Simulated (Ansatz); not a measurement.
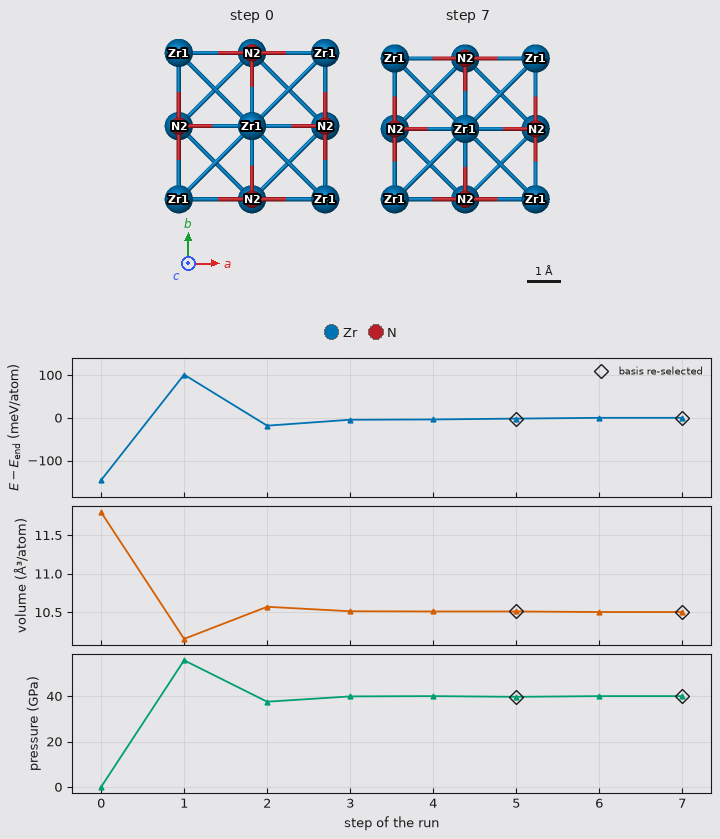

First and last geometry of a relaxation of a crystal of ZrN (set up in Fm-3m), with the history of the run. The picture is a ball-and-stick view of the conventional cell (4 times the calculation's cell), seen along the c axis. Lengths and directions refer to the drawn axes.

Case: relaxed at 40 GPa.

Method: DFT PBEsol, scalar-relativistic, plane waves, PAW (Ansatz 0.2.0).

The input:
```yaml
crystal:
  lattice:
    - [0.0, 2.276540574, 2.276540574]
    - [2.276540574, 0.0, 2.276540574]
    - [2.276540574, 2.276540574, 0.0]
  atoms:
    - { symbol: Zr, position: [0.0, 0.0, 0.0] }
    - { symbol: "N", position: [0.5, 0.5, 0.5] }
basis:
  ecutwfc: 420
kpoints:
  mp_grid: { grid: [16, 16, 16] }
hamiltonian:
  xc: pbesol
scf:
  occupations: { method: fermi_dirac, width: 0.15 }
output:
  forces: true
  stress: true
  eigenvalues: true
relax:
  adjacent_minimum: "off"
  f_tol: 0.001
  max_steps: 60
  cell: { stress_tol: 0.02, p_target: 40.0 }
```

Run as
```bash
ansatz run input.yaml --threads 1 --pin off --max-ram 3072MiB --backend cpu --events-out ev --progress --plain --runs-dir out
```

Q: Did the run converge, and what did it change?

A: It converged. Over 5 accepted moves (7 points after the start) the energy rises by 146 meV per atom. With the target pressure of 40 GPa, the enthalpy E + pV changes by −177 meV per atom. All forces vanish by symmetry, so only the cell relaxes. The pressure goes from 0.00 to 40.00 GPa. The SCF was repeated twice at an unchanged geometry on a basis and grid sized afresh for the cell, which shifted the energy by 2.0 meV per atom at most. The atoms keep their places relative to the cell (all moves are under 0.005 Å). The volume changes by −11.0 %, with a = b = c 4.553 → 4.380 Å (−3.8 %). Some distances before and after: Zr1–Zr1 3.220 → 3.097 Å, Zr1–N2 2.277 → 2.190 Å. The space group stays Fm-3m (No. 225).
